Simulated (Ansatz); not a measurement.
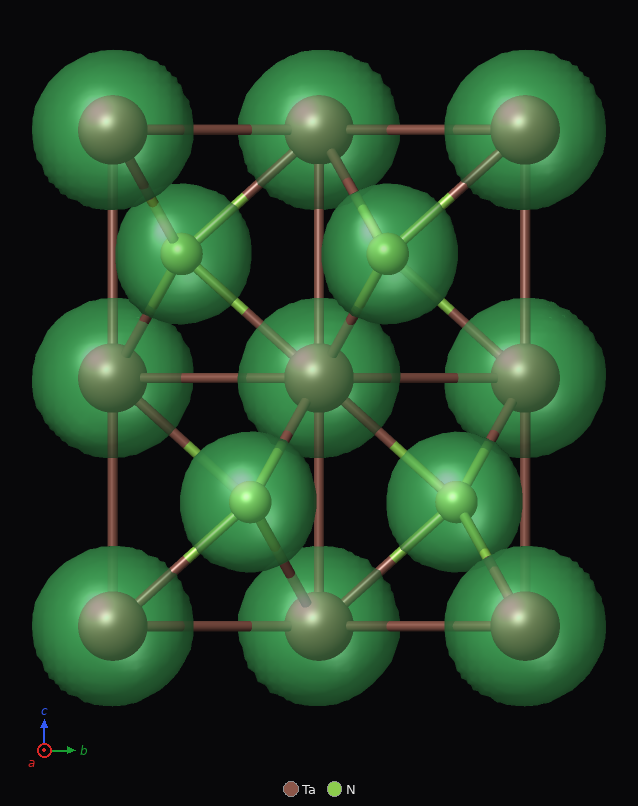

The picture shows: TaN. Isosurface of the valence electron density at 0.8 e/Å³ (green), seen along the a axis. Sticks mark near contacts.

Space group C222₁; a point of a scan over the structure, not its minimum; changed on purpose from its base cell (mode 4 frozen in at -0.095 Å, equal normal strain along x and y -0.0267); not relaxed (largest force 1.5 eV/Å); computed pressure about 22 GPa in this cell; PAW files of the earlier set (soft_1).

All numbers below come from DFT PBEsol, scalar-relativistic, plane waves, PAW (Ansatz).

In a PAW calculation such maps are meaningful between the atoms, not at the nuclei.

### What does this surface tell about the bonding?

At this value the density breaks into separate islands; it holds about 70 % of the electrons treated as valence (semicore included). It bridges none of the near contacts. It is pinched off along the sampled Ta–N (2.13 Å), Ta–Ta (2.81 Å), Ta–N (2.19 Å) and Ta–N (2.25 Å) contacts. On the grid the lowest density along these lines, outside the cores, is 0.65 e/Å³ (Ta–N, 2.13 Å), 0.33 e/Å³ (Ta–Ta, 2.81 Å), 0.57 e/Å³ (Ta–N, 2.19 Å) and 0.5 e/Å³ (Ta–N, 2.25 Å).

### Does the calculation give a band gap?

It is gapless in this calculation (a metal or semimetal); semilocal functionals without U, or without the true magnetic order, often close the gap of such compounds.
